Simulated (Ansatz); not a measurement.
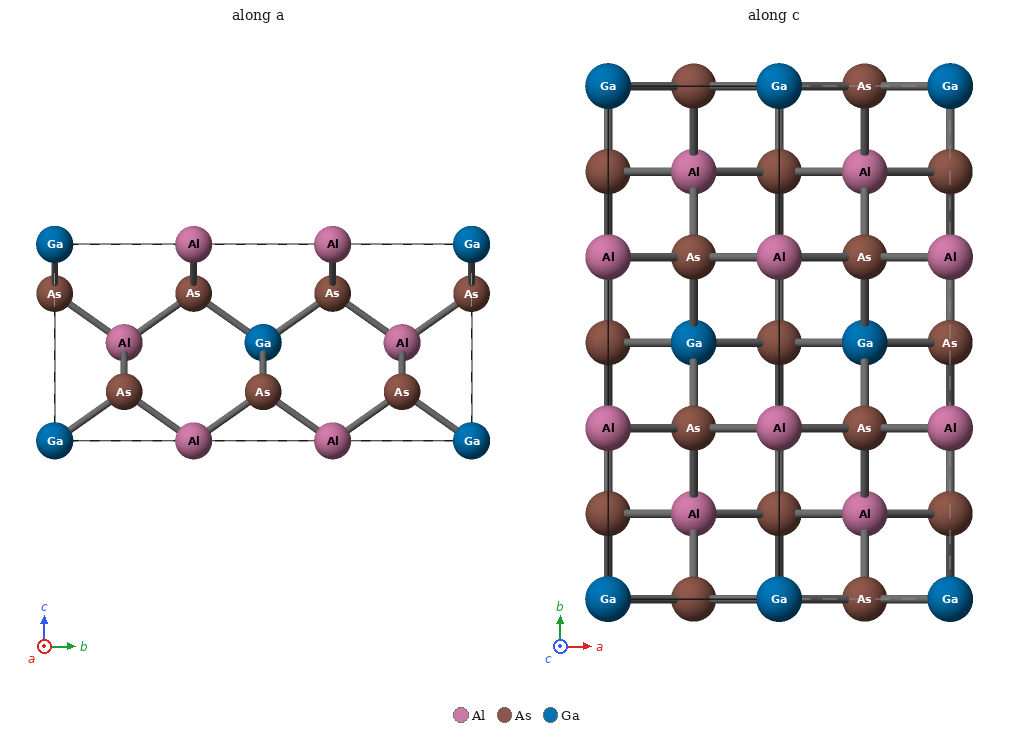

Drawn in the ball-and-stick manner and seen along the a axis and along the c axis. 2×1×1 cells are drawn; the solid outline is the conventional unit cell.

Al₂GaAs₃, space group Imm2 (No. 44), a = 4.01 Å, b = 12.04 Å, c = 5.67 Å, α = 90.00°, β = 90.00°, γ = 90.00°.

Method: difference of finished runs, DFT, PBE with spin-orbit coupling, plane waves, PAW (Ansatz 0.2.0); an energy cutoff of 420 eV.

Question: What is the electronic character?

Answer: A semiconductor at this level, with a gap of 1.34 eV.

Origin of the cell: a structure type filled with these elements by a generator (whether the compound takes this form wasn't checked). Earlier steps of the study, as a rule a relaxation of our own, may have changed the cell and positions, so they can lie some per cent off the listed ones. It was run through Ansatz as a DFT input.
